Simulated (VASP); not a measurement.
**Geometry relaxation of Os (part 2 of 2)**

Continued. System: Os (P6₃/mmc, 2 atoms in the cell). Method: Kohn-Sham DFT of a periodic cell, PBE with D3(BJ), VASP PAW PBE potentials, recommended, no spin polarisation (VASP 6.6.1); cutoff 600 eV, 15×15×9 k-mesh, methfessel-paxton of 0.1 eV. The structure derives from an entry of the Crystallography Open Database.

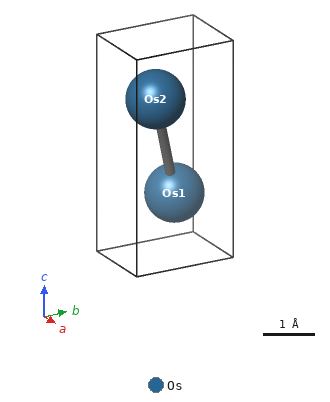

**Figure 1.** The geometry at step 1 of the log (ball-and-stick view of the cell of the calculation, seen slightly off an axis; atoms are numbered from 1 in the order of the input).

**Parts of OUTCAR, continued**
```
  energy without entropy =      -22.50643476  energy(sigma->0) =      -22.50567077

------------------------ aborting loop because EDIFF is reached ----------------------------------------

 Edisp (eV)   -1.27977

 E8    (eV) :    -0.6290

  FORCE on cell =-STRESS in cart. coord.  units (eV):
  Direction    XX          YY          ZZ          XY          YZ          ZX
  --------------------------------------------------------------------------------------
  -------------------------------------------------------------------------------------
  Total      -1.41598    -1.41598    -1.50775    -0.00000     0.00000     0.00000
  in kB     -79.34016   -79.34016   -84.48231    -0.00000     0.00000     0.00000
  external pressure =      -81.05 kB  Pullay stress =        0.00 kB

 VOLUME and BASIS-vectors are now :
 -----------------------------------------------------------------------------
  energy-cutoff  :      600.00
  volume of cell :       28.59
      direct lattice vectors                 reciprocal lattice vectors
     2.753474040  0.000000000  0.000000000     0.363177566  0.209680666  0.000000000
    -1.376737020  2.384578467  0.000000000     0.000000000  0.419361331  0.000000000
     0.000000000  0.000000000  4.354925535     0.000000000  0.000000000  0.229625051

 POSITION                                       TOTAL-FORCE (eV/Angst)
 -----------------------------------------------------------------------------------
     -0.00000      1.58972      1.08873        -0.000000     -0.000000      0.000000
      1.37674      0.79486      3.26619         0.000000      0.000000      0.000000
 -----------------------------------------------------------------------------------
    total drift:                               -0.000000      0.000000     -0.000000

  FREE ENERGIE OF THE ION-ELECTRON SYSTEM (eV)
  ---------------------------------------------------
  free  energy   TOTEN  =       -23.7850585665 eV

  energy  without entropy=      -23.7862045449  energy(sigma->0) =      -23.78544056

--------------------------------------- Ionic step        2  -------------------------------------------

 number of electron      16.0000000 magnetization

------------------------ aborting loop because EDIFF is reached ----------------------------------------

 Edisp (eV)   -1.27977

 E8    (eV) :    -0.6290

  FORCE on cell =-STRESS in cart. coord.  units (eV):
  Direction    XX          YY          ZZ          XY          YZ          ZX
  --------------------------------------------------------------------------------------
  -------------------------------------------------------------------------------------
  Total      -1.49048    -1.49048    -1.33858     0.00000    -0.00000     0.00000
  in kB     -83.51456   -83.51456   -75.00327     0.00000    -0.00000     0.00000
  external pressure =      -80.68 kB  Pullay stress =        0.00 kB

 VOLUME and BASIS-vectors are now :
 -----------------------------------------------------------------------------
  energy-cutoff  :      600.00
  volume of cell :       28.59
      direct lattice vectors                 reciprocal lattice vectors
     2.755507280  0.000000000  0.000000000     0.362909584  0.209525946 -0.000000000
    -1.377753640  2.386339305  0.000000000     0.000000000  0.419051892 -0.000000000
     0.000000000  0.000000000  4.348501062     0.000000000  0.000000000  0.229964299

 POSITION                                       TOTAL-FORCE (eV/Angst)
 -----------------------------------------------------------------------------------
     -0.00000      1.59089      1.08713        -0.000000      0.000000      0.000000
      1.37775      0.79545      3.26138         0.000000     -0.000000      0.000000
 -----------------------------------------------------------------------------------
    total drift:                               -0.000000      0.000000     -0.000000

  FREE ENERGIE OF THE ION-ELECTRON SYSTEM (eV)
  ---------------------------------------------------
  free  energy   TOTEN  =       -23.7850149959 eV

  energy  without entropy=      -23.7862334374  energy(sigma->0) =      -23.78542114

--------------------------------------- Ionic step        3  -------------------------------------------

 number of electron      16.0000000 magnetization

 Free energy of the ion-electron system (eV)
  ---------------------------------------------------
  ext. energy  EPLUGINS =         0.00000000
  ---------------------------------------------------
  free energy    TOTEN  =       -22.50531339 eV

  energy without entropy =      -22.50649138  energy(sigma->0) =      -22.50570606

 E-fermi :   9.1396     XC(G=0): -13.9320     alpha+bet :-14.9969

 val. band max:        9.1321586226   @ k =   0.1333  -0.0000   0.3333
 cond. band min:       9.1633218863   @ k =   0.0000   0.0000   0.0000
 fundamental gap:      0.0311632637
 Fermi energy:         9.1396339628

 k-point     1 :       0.0000    0.0000    0.0000
  band No.  band energies     occupation
      1      -1.6060      2.00000
      2       1.5525      2.00000
      3       6.1827      2.00000
      4       6.1827      2.00000
      5       6.4254      2.00000
      6       6.9936      2.00000
      7       6.9936      2.00000
      8       7.6280      2.00000
      9       7.6280      2.00000
     10       9.1633      0.61127
     11      10.7732     -0.00000
     12      10.7732     -0.00000

 k-point     2 :       0.0667   -0.0000    0.0000
  band No.  band energies     occupation
      1      -1.4302      2.00000
      2       1.7088      2.00000
      3       5.8259      2.00000
      4       6.3367      2.00000
      5       6.7323      2.00000
      6       6.8936      2.00000
      7       7.1371      2.00000
      8       7.4077      2.00000
      9       7.5044      2.00000
     10       8.4158      2.00000
     11      10.8582     -0.00000
     12      11.7900      0.00000

 k-point     3 :       0.1333   -0.0000    0.0000
  band No.  band energies     occupation
      1      -0.9234      2.00000
      2       2.1309      2.00000
      3       5.3308      2.00000
      4       6.5428      2.00000
      5       6.5911      2.00000
      6       6.7900      2.00000
      7       7.1911      2.00000
      8       7.2178      2.00000
      9       7.5578      2.00000
     10       7.8022      2.00000
     11      11.0607     -0.00000
     12      13.4298      0.00000

 k-point     4 :       0.2000   -0.0000    0.0000
  band No.  band energies     occupation
      1      -0.1537      2.00000
      2       2.6309      2.00000
      3       4.9425      2.00000
      4       5.4438      2.00000
      5       6.2933      2.00000
      6       6.7964      2.00000
      7       7.4627      2.00000
      8       7.5146      2.00000
      9       7.8243      2.00000
     10       8.2240      2.00000
     11      11.2892      0.00000
     12      15.1730      0.00000

 k-point     5 :       0.2667   -0.0000    0.0000
  band No.  band energies     occupation
      1       0.7420      2.00000
      2       2.8221      2.00000
      3       4.4699      2.00000
      4       4.9448      2.00000
      5       6.2123      2.00000
      6       6.4064      2.00000
      7       7.1691      2.00000
      8       8.4546      2.00000
      9       8.6490      2.00000
     10       9.0769      1.86345
     11      11.4843      0.00000
     12      16.9076      0.00000

 [... the levels of 18 k-points are left out ...]

 k-point    24 :       0.4000    0.2000    0.0000
  band No.  band energies     occupation
      1       2.8686      2.00000
      2       3.2110      2.00000
      3       3.2111      2.00000
      4       5.2500      2.00000
      5       5.5702      2.00000
      6       6.2849      2.00000
      7       7.5487      2.00000
      8      10.5188     -0.00000
      9      11.1012     -0.00000
     10      11.2955      0.00000
     11      14.0705      0.00000
     12      14.7152      0.00000

 [... further k-points ...]

------------------------ aborting loop because EDIFF is reached ----------------------------------------

 Edisp (eV)   -1.27977

 E8    (eV) :    -0.6290

  FORCE on cell =-STRESS in cart. coord.  units (eV):
  Direction    XX          YY          ZZ          XY          YZ          ZX
  --------------------------------------------------------------------------------------
  -------------------------------------------------------------------------------------
  Total      -1.44434    -1.44434    -1.44371    -0.00000    -0.00000     0.00000
  in kB     -80.92933   -80.92933   -80.89444    -0.00000    -0.00000     0.00000
  external pressure =      -80.92 kB  Pullay stress =        0.00 kB

 VOLUME and BASIS-vectors are now :
 -----------------------------------------------------------------------------
  energy-cutoff  :      600.00
  volume of cell :       28.59
      direct lattice vectors                 reciprocal lattice vectors
     2.754245815  0.000000000  0.000000000     0.363075799  0.209621910 -0.000000000
    -1.377122908  2.385246844  0.000000000     0.000000000  0.419243821 -0.000000000
     0.000000000  0.000000000  4.352485265     0.000000000  0.000000000  0.229753793

 POSITION                                       TOTAL-FORCE (eV/Angst)
 -----------------------------------------------------------------------------------
     -0.00000      1.59016      1.08812        -0.000000     -0.000000      0.000000
      1.37712      0.79508      3.26436         0.000000      0.000000      0.000000
 -----------------------------------------------------------------------------------
    total drift:                               -0.000000      0.000000     -0.000000

  FREE ENERGIE OF THE ION-ELECTRON SYSTEM (eV)
  ---------------------------------------------------
  free  energy   TOTEN  =       -23.7850842735 eV

  energy  without entropy=      -23.7862622624  energy(sigma->0) =      -23.78547694

 reached required accuracy - stopping structural energy minimisation
```

**CONTCAR**
```
Os
   1.00000000000000
     2.7542458153153455    0.0000000000000000    0.0000000000000000
    -1.3771229076576728    2.3852468442578014    0.0000000000000000
     0.0000000000000000    0.0000000000000000    4.3524852647055754
  Os
     2
Direct
     0.3333333332999970    0.6666666667000030    0.2500000000000000
     0.6666666667000030    0.3333333332999970    0.7500000000000000

  0.00000000E+00  0.00000000E+00  0.00000000E+00
  0.00000000E+00  0.00000000E+00  0.00000000E+00
```

**Trajectory as extended XYZ (Å, eV, eV/Å), 3 frames, from step=0 to step=2**
```
2
Lattice="2.7535 0.0000 0.0000 -1.3767 2.3846 0.0000 0.0000 0.0000 4.3549" Properties=species:S:1:pos:R:3:forces:R:3 step=0 energy=-23.78506
Os    0.0000    1.5897    1.0887    0.0000   0.0000   0.0000
Os    1.3767    0.7949    3.2662    0.0000   0.0000   0.0000
2
Lattice="2.7555 0.0000 0.0000 -1.3778 2.3863 0.0000 0.0000 0.0000 4.3485" Properties=species:S:1:pos:R:3:forces:R:3 step=1 energy=-23.78502
Os    0.0000    1.5909    1.0871    0.0000   0.0000   0.0000
Os    1.3778    0.7954    3.2614    0.0000   0.0000   0.0000
2
Lattice="2.7542 0.0000 0.0000 -1.3771 2.3852 0.0000 0.0000 0.0000 4.3525" Properties=species:S:1:pos:R:3:forces:R:3 step=2 energy=-23.78508
Os    0.0000    1.5902    1.0881    0.0000   0.0000   0.0000
Os    1.3771    0.7951    3.2644    0.0000   0.0000   0.0000
```

This output came from the following input.

**INCAR**
```
ALGO = Fast
EDIFF = 1E-7
EDIFFG = -0.01
ENCUT = 600
GGA = PE
IBRION = 2
ISIF = 4
ISMEAR = 1
IVDW = 12
LASPH = True
LCHARG = False
LREAL = False
LWAVE = False
NELM = 80
NSW = 40
PREC = Accurate
SIGMA = 0.1
```

**KPOINTS**
```
k-points
0
Gamma
  15 15 9
```

**POSCAR**
```
Os                                      
1.0
    2.7534740402      0.0000000000      0.0000000000
   -1.3767370201      2.3845784674      0.0000000000
    0.0000000000      0.0000000000      4.3549255351
  Os            
     2
Direct
     0.3333333332999970    0.6666666667000030    0.2500000000000000
     0.6666666667000030    0.3333333332999970    0.7500000000000000
```

Run as:
```bash
cat potpaw_PBE.64/Os/POTCAR > POTCAR
mpirun -np 1 vasp_std > vasp.out
```

**Summary**

| quantity | value |
| --- | --- |
| outcome | converged |
| space group (tolerance 0.01 Å) | P6₃/mmc (194) |
| electrons treated | 16 |
| free energy | −23.7851 eV |
| dispersion energy | −1.2798 eV |
| gap on the k-point mesh | none (metallic) |
| pressure | −8.09 GPa |
| final volume | 28.59 Å³ |
| largest force (length of the vector) at the end | under 0.001 eV/Å |
| final cell | a = 2.754 Å, b = 2.754 Å, c = 4.352 Å, α = 90.00°, β = 90.00°, γ = 120.00° |
| hardware | 1 thread of Intel Xeon (Sapphire Rapids), 360 GiB of memory available, shared host |
| wall time | 59 s |
| peak memory | 0.21 GiB |

**Notes**

Spin–orbit coupling is left out, which matters for Os. The cell is under a tension of 8.1 GPa at this level, so it is not at its equilibrium volume.
